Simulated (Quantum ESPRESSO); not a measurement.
## ZnS (F-43m): zone-centre phonons

Which modes does ZnS (F-43m) have at the zone centre?

Method: DFT LDA, scalar-relativistic, plane waves, PseudoDojo norm-conserving pseudopotentials, in Quantum ESPRESSO 7.5.

The database entry behind the starting cell differs from later determinations by our own check (about 0.1 % short), so it need not match the best structure at ambient conditions.

## (1) The starting structure

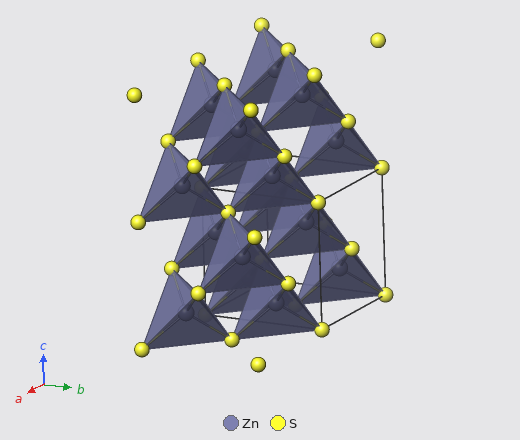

The starting structure, seen slightly off an axis (zinc blue, sulfur yellow). 2×1×2 cells are drawn. This picture shows the conventional cell, with its axes. Bonds to atoms that aren't drawn are left out. Some periodic images of atoms are drawn too.

## (2) A first look

Before anything dear is run, a loose run with smearing shows whether this is a metal and how far the cell is from rest.

File probe.in:

```
&CONTROL
  calculation = 'scf'
  prefix      = 'x'
  outdir      = './tmp'
  pseudo_dir  = './pseudo'
  tprnfor     = .true.
  tstress     = .true.
  verbosity   = 'high'
/
&SYSTEM
  ibrav       = 0
  nat         = 2
  ntyp        = 2
  ecutwfc     = 92.0
  occupations = 'smearing'
  smearing    = 'gaussian'
  degauss     = 0.01
/
&ELECTRONS
  conv_thr         = 1.0d-07
  mixing_beta      = 0.7
  electron_maxstep = 100
/
ATOMIC_SPECIES
 Zn     65.3800  Zn.upf
 S      32.0600  S.upf
CELL_PARAMETERS angstrom
    -2.702000000    0.000000000    2.702000000
     0.000000000    2.702000000    2.702000000
    -2.702000000    2.702000000    0.000000000
ATOMIC_POSITIONS crystal
 Zn     0.250000000   0.250000000   0.250000000
 S      0.000000000   0.000000000   0.000000000
K_POINTS automatic
 6 6 6 0 0 0
```

On the command line:

```bash
$ OMP_NUM_THREADS=1 mpirun -n 4 pw.x -nk 4 -in probe.in > probe.out
```

The program printed:

```text
[banners, grids, parts of the stress and lines that vanish by symmetry left out]
Program PWSCF v.7.5
     Message from routine setup:
     using ibrav=0 with symmetry is DISCOURAGED, use correct ibrav instead
[...]
kinetic-energy cutoff     =      92.0000  Ry
     charge density cutoff     =     368.0000  Ry
     scf convergence threshold =      1.0E-07
[...]
Exchange-correlation= SLA  PW   NOGX NOGC
                           (   1   4   0   0   0   0   0)
[...]
24 Sym. Ops. (no inversion) found
[...]
(     0          1          0      )
                  (     0          0          1      )
[...]
(  0.0000000  1.0000000  0.0000000 )
                  ( -0.0000000 -0.0000000  1.0000000 )
[...]
(     1          0         -1      )
                  (     0          0         -1      )
[...]
(  0.0000000  1.0000000  0.0000000 )
[...]
(    -1          0          1      )
                  (    -1          0          0      )
[...]
( -0.0000000 -0.0000000  1.0000000 )
                  (  0.0000000 -1.0000000 -0.0000000 )
[...]
number of k points=    16  Gaussian smearing, width (Ry)=  0.0100
[...]
End of self-consistent calculation
[...]
the Fermi energy is     8.2189 ev
!    total energy              =    -440.07798021 Ry
[...]
convergence has been achieved in   7 iterations
[...]
atom    1 type  1   force =    -0.00000000    0.00000000   -0.00000000
     atom    2 type  2   force =     0.00000000    0.00000000    0.00000000
[...]
Total force =     0.000000     Total SCF correction =     0.000000
[...]
total   stress  (Ry/bohr**3)                   (kbar)     P=      -43.89
[...]
XML data file, charge density, pseudopotentials, collected wavefunctions

   JOB DONE.
```

It took 5 s on 4 MPI ranks of Arm Neoverse V1, shared host.

Read from the output:

```
volume per atom   : 19.73 Å³
pressure          : -4.389 GPa
gap on the k-mesh : 1.857 eV
```

A gap of 1.9 eV opens on this mesh, so the crystal is taken as an insulator; the start stands at -4.4 GPa.

## (3) Relaxing the cell and atoms

The relaxation runs at a cutoff a fifth above that of the response, since stress converges more slowly with the basis than frequencies do. Forces and stress are brought to rest with tight thresholds.

File relax.in:

```
&CONTROL
  calculation   = 'vc-relax'
  prefix        = 'x'
  outdir        = './tmp'
  pseudo_dir    = './pseudo'
  tprnfor       = .true.
  tstress       = .true.
  forc_conv_thr = 2.0d-05
  etot_conv_thr = 1.0d-07
  nstep         = 40
/
&SYSTEM
  ibrav       = 0
  nat         = 2
  ntyp        = 2
  ecutwfc     = 110
  occupations = 'fixed'
  nbnd        = 15
/
&ELECTRONS
  conv_thr         = 1.0d-11
  mixing_beta      = 0.7
  electron_maxstep = 100
/
&IONS
/
&CELL
  press_conv_thr = 0.2
/
ATOMIC_SPECIES
 Zn     65.3800  Zn.upf
 S      32.0600  S.upf
CELL_PARAMETERS angstrom
    -2.702000000    0.000000000    2.702000000
     0.000000000    2.702000000    2.702000000
    -2.702000000    2.702000000    0.000000000
ATOMIC_POSITIONS crystal
 Zn     0.250000000   0.250000000   0.250000000
 S      0.000000000   0.000000000   0.000000000
K_POINTS automatic
 8 8 8 0 0 0
```

On the command line:

```bash
$ OMP_NUM_THREADS=1 mpirun -n 4 pw.x -nk 4 -in relax.in > relax.out
```

The program printed:

```text
[banners, grids, parts of the stress and lines that vanish by symmetry left out]
[banner, memory and clock lines left out]
Program PWSCF v.7.5

[...]
kinetic-energy cutoff     =     110.0000  Ry
     charge density cutoff     =     440.0000  Ry
     scf convergence threshold =      1.0E-11
[...]
energy convergence thresh.=      1.0E-07
     force convergence thresh. =      2.0E-05
     press convergence thresh. =      2.0E-01
     Exchange-correlation= SLA  PW   NOGX NOGC
                           (   1   4   0   0   0   0   0)
[...]
24 Sym. Ops. (no inversion) found
[...]
number of k points=    29
[...]
End of self-consistent calculation
[...]
highest occupied, lowest unoccupied level (ev):     7.0312    8.8894
!    total energy              =    -440.07824542 Ry
[...]
convergence has been achieved in   9 iterations
[...]
atom    1 type  1   force =    -0.00000000   -0.00000000    0.00000000
     atom    2 type  2   force =     0.00000000    0.00000000   -0.00000000
     Total force =     0.000000     Total SCF correction =     0.000000
[...]
total   stress  (Ry/bohr**3)                   (kbar)     P=      -44.48
[...]
number of bfgs steps    =   0
[...]
CELL_PARAMETERS (angstrom)
[...]
ATOMIC_POSITIONS (crystal)
Zn               0.2500000000        0.2500000000        0.2500000000
S               -0.0000000000       -0.0000000000        0.0000000000
[...]
New effective cutoffs (rho, wfc):  445.84  111.68
[...]
End of self-consistent calculation
[...]
highest occupied, lowest unoccupied level (ev):     7.3660    9.3241
!    total energy              =    -440.07974799 Ry
[...]
convergence has been achieved in   8 iterations
[...]
atom    1 type  1   force =    -0.00000000    0.00000000   -0.00000000
     atom    2 type  2   force =    -0.00000000    0.00000000    0.00000000
     Total force =     0.000000     Total SCF correction =     0.000000
[...]
total   stress  (Ry/bohr**3)                   (kbar)     P=      -28.94
[...]
number of bfgs steps    =   1
[...]
CELL_PARAMETERS (angstrom)
[...]
ATOMIC_POSITIONS (crystal)
Zn               0.2500000000        0.2500000000        0.2500000000
S               -0.0000000000        0.0000000000        0.0000000000
[...]
New effective cutoffs (rho, wfc):  456.21  114.27
[...]
End of self-consistent calculation
[...]
highest occupied, lowest unoccupied level (ev):     7.8897   10.0015
!    total energy              =    -440.08070374 Ry
[...]
convergence has been achieved in   9 iterations
[...]
atom    1 type  1   force =     0.00000000    0.00000000   -0.00000000
     atom    2 type  2   force =    -0.00000000    0.00000000    0.00000000
     Total force =     0.000000     Total SCF correction =     0.000000
[...]
total   stress  (Ry/bohr**3)                   (kbar)     P=       -2.08
[...]
number of bfgs steps    =   2
[...]
CELL_PARAMETERS (angstrom)
[...]
ATOMIC_POSITIONS (crystal)
[...]
New effective cutoffs (rho, wfc):  457.01  114.47
[...]
End of self-consistent calculation
[...]
highest occupied, lowest unoccupied level (ev):     7.9304   10.0541
!    total energy              =    -440.08070811 Ry
[...]
convergence has been achieved in   8 iterations
[...]
atom    1 type  1   force =     0.00000000    0.00000000   -0.00000000
     atom    2 type  2   force =    -0.00000000    0.00000000   -0.00000000
     Total force =     0.000000     Total SCF correction =     0.000000
[...]
total   stress  (Ry/bohr**3)                   (kbar)     P=        0.14
[...]
number of bfgs steps    =   3
[...]
CELL_PARAMETERS (angstrom)
[...]
ATOMIC_POSITIONS (crystal)
[...]
New effective cutoffs (rho, wfc):  456.96  114.46
[...]
End of self-consistent calculation
[...]
highest occupied, lowest unoccupied level (ev):     7.9278   10.0508
!    total energy              =    -440.08070813 Ry
[...]
convergence has been achieved in   5 iterations
[...]
atom    1 type  1   force =     0.00000000    0.00000000    0.00000000
     atom    2 type  2   force =     0.00000000    0.00000000    0.00000000
     Total force =     0.000000     Total SCF correction =     0.000000
[...]
total   stress  (Ry/bohr**3)                   (kbar)     P=       -0.00
[...]
bfgs converged in   5 scf cycles and   4 bfgs steps
[...]
End of BFGS Geometry Optimization
     Final enthalpy           =    -440.0807081304 Ry
     File ./tmp/x.bfgs deleted, as requested
[...]
CELL_PARAMETERS (angstrom)
[...]
ATOMIC_POSITIONS (crystal)
Zn               0.2500000000        0.2500000000        0.2500000000
S               -0.0000000000        0.0000000000        0.0000000000
[...]
Final scf calculation at the relaxed structure.
[...]
kinetic-energy cutoff     =     110.0000  Ry
     charge density cutoff     =     440.0000  Ry
     scf convergence threshold =      1.0E-13
[...]
press convergence thresh. =      2.0E-01
     Exchange-correlation= SLA  PW   NOGX NOGC
                           (   1   4   0   0   0   0   0)
[...]
24 Sym. Ops. (no inversion) found
[...]
number of k points=    29
[...]
End of self-consistent calculation
[...]
highest occupied, lowest unoccupied level (ev):     7.9278   10.0508
!    total energy              =    -440.08070450 Ry
[...]
convergence has been achieved in  12 iterations
[...]
atom    1 type  1   force =     0.00000000    0.00000000    0.00000000
     atom    2 type  2   force =    -0.00000000   -0.00000000   -0.00000000
     Total force =     0.000000     Total SCF correction =     0.000000
[...]
total   stress  (Ry/bohr**3)                   (kbar)     P=       -0.00
[...]
XML data file, charge density, pseudopotentials, collected wavefunctions
```

It took 64 s on 4 MPI ranks.

The steps of the relaxation:

| step | energy less that of the first step (eV) | largest force (eV/Å) | pressure (GPa) | volume (Å³) |
| --- | --- | --- | --- | --- |
| 1 | 0.0000 | 0.0000 | -4.45 | 39.45 |
| 2 | -0.0204 | 0.0000 | -2.89 | 38.57 |
| 3 | -0.0334 | 0.0000 | -0.21 | 37.26 |
| 4 | -0.0335 | 0.0000 | 0.01 | 37.16 |
| 5 | -0.0335 | 0.0000 | 0.00 | 37.17 |
| 6 | -0.0335 | 0.0000 | 0.00 | 37.17 |

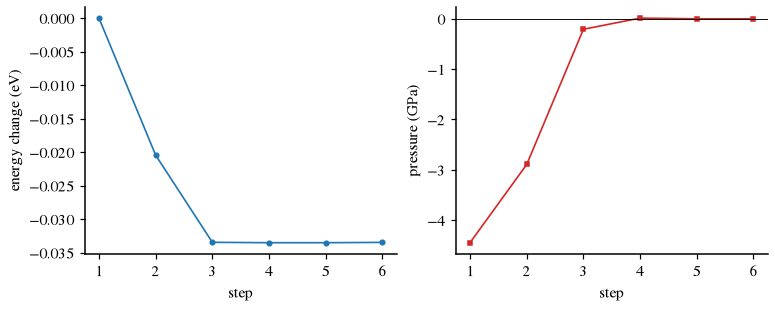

Energy and pressure along the relaxation.

| conventional cell, symmetrised | before | after | change |
| --- | --- | --- | --- |
| a (Å) | 5.404 | 5.298 | -2.0 % |
| b (Å) | 5.404 | 5.298 | -2.0 % |
| c (Å) | 5.404 | 5.298 | -2.0 % |
| volume (Å³/atom) | 19.73 | 18.58 | -5.8 % |

Final coordinates:

```xyz
2
Lattice="-2.6488 0.0000 2.6488 0.0000 2.6488 2.6488 -2.6488 2.6488 0.0000" Properties=species:S:1:pos:R:3 pbc="T T T"
Zn   -1.3244    1.3244    1.3244
S     0.0000    0.0000    0.0000
```

The last row of the table of steps is pw.x's closing run on a basis chosen anew for the final cell, so its energy can jump.

Read from the output:

* volume per atom: 18.58 Å³
* pressure: 0 GPa
* gap on the k-mesh: 2.123 eV

The volume changes by -5.8 % from the cell with which this run began.

## (4) Self-consistent run for the response

The response is built on this ground state, so it is converged far tighter than an energy would need. With a gap, occupations are fixed, which also allows the response to an electric field.

File scf.in:

```
&CONTROL
  calculation = 'scf'
  prefix      = 'x'
  outdir      = './tmp'
  pseudo_dir  = './pseudo'
  tprnfor     = .true.
  tstress     = .true.
/
&SYSTEM
  ibrav       = 0
  nat         = 2
  ntyp        = 2
  ecutwfc     = 92.0
  occupations = 'fixed'
  nbnd        = 15
/
&ELECTRONS
  conv_thr         = 1.0d-12
  mixing_beta      = 0.7
  electron_maxstep = 100
/
ATOMIC_SPECIES
 Zn     65.3800  Zn.upf
 S      32.0600  S.upf
CELL_PARAMETERS angstrom
    -2.648758154    0.000000000    2.648758154
     0.000000000    2.648758154    2.648758154
    -2.648758154    2.648758154    0.000000000
ATOMIC_POSITIONS crystal
 Zn     0.250000000   0.250000000   0.250000000
 S      0.000000000   0.000000000   0.000000000
K_POINTS automatic
 8 8 8 0 0 0
```

On the command line:

```bash
$ OMP_NUM_THREADS=1 mpirun -n 4 pw.x -nk 4 -in scf.in > scf.out
```

The program printed:

```text
[banners, grids, parts of the stress and lines that vanish by symmetry left out]
[banner, memory and clock lines left out]
Program PWSCF v.7.5

[...]
kinetic-energy cutoff     =      92.0000  Ry
     charge density cutoff     =     368.0000  Ry
     scf convergence threshold =      1.0E-12
[...]
Exchange-correlation= SLA  PW   NOGX NOGC
                           (   1   4   0   0   0   0   0)
[...]
24 Sym. Ops. (no inversion) found
[...]
number of k points=    29
[...]
End of self-consistent calculation
[...]
highest occupied, lowest unoccupied level (ev):     7.9279   10.0508
!    total energy              =    -440.08069255 Ry
[...]
convergence has been achieved in  11 iterations
[...]
atom    1 type  1   force =    -0.00000000   -0.00000000    0.00000000
     atom    2 type  2   force =     0.00000000    0.00000000    0.00000000
     Total force =     0.000000     Total SCF correction =     0.000000
[...]
total   stress  (Ry/bohr**3)                   (kbar)     P=       -0.01
[...]
XML data file, charge density, pseudopotentials, collected wavefunctions
```

Run time: 10 s. Hardware: 4 MPI ranks.

Numbers from this step:

* pressure: -0.001 GPa

The cell stands at -0.001 GPa, close enough for phonons.

(Part 1 of 4 ends here.)

[Host names and launcher messages were left out of these logs when they were recorded.]

[Logs are printed without paths, hosts, clocks, repeated set-up lines and the standing remarks that a program may print on its own settings, such as how far it seeks lower states.]

[Hosts, paths, dates, database ids (printed as entryN), source tags and the programs' standing remarks are cut or masked in the printed files.]
